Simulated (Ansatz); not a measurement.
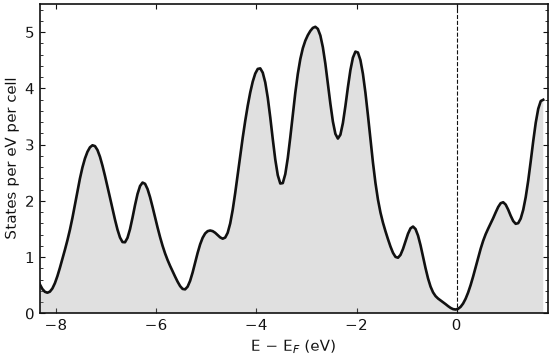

Density of states. Energies are counted from the Fermi level, put mid-gap where there is a gap. The curve is built from the levels of the k mesh with Gaussians 0.4 eV wide, which also blur the band edges.

The Ansatz input:

```
crystal:
  lattice:
    - [3.8731228747, 0.0, 0.0]
    - [-1.9365614373, 3.3542228015, 0.0]
    - [0.0, 0.0, 9.4848246374]
  atoms:
    - { symbol: Si, position: [0.0, 0.0, -0.0032504489] }
    - { symbol: Si, position: [0.6666666667, 0.3333333333, 0.6665279476] }
    - { symbol: Si, position: [0.3333333333, 0.6666666667, 0.3366787532] }
    - { symbol: Si, position: [0.6666666667, 0.3333333333, 0.915302942] }
    - { symbol: Si, position: [0.3333333333, 0.6666666667, 0.5846298178] }
    - { symbol: Ge, position: [0.0, 0.0, 0.2501109882] }
kpoints:
  mp_grid: { grid: [6, 6, 2] }
hamiltonian:
  xc: pbe
scf:
  occupations: { method: fixed }
  n_extra_bands: 5
output:
  forces: true
  stress: true
  eigenvalues: true
```

Launched with:
```bash
ansatz run input.yaml --threads 4 --pin off --max-ram 4608MiB --backend cpu --events-out ev --progress --plain --runs-dir out
```

> Is there a gap at the Fermi level, and how wide?

There is a gap; over the k points computed it is 0.65 eV (indirect; the smallest direct gap is 1.47 eV).
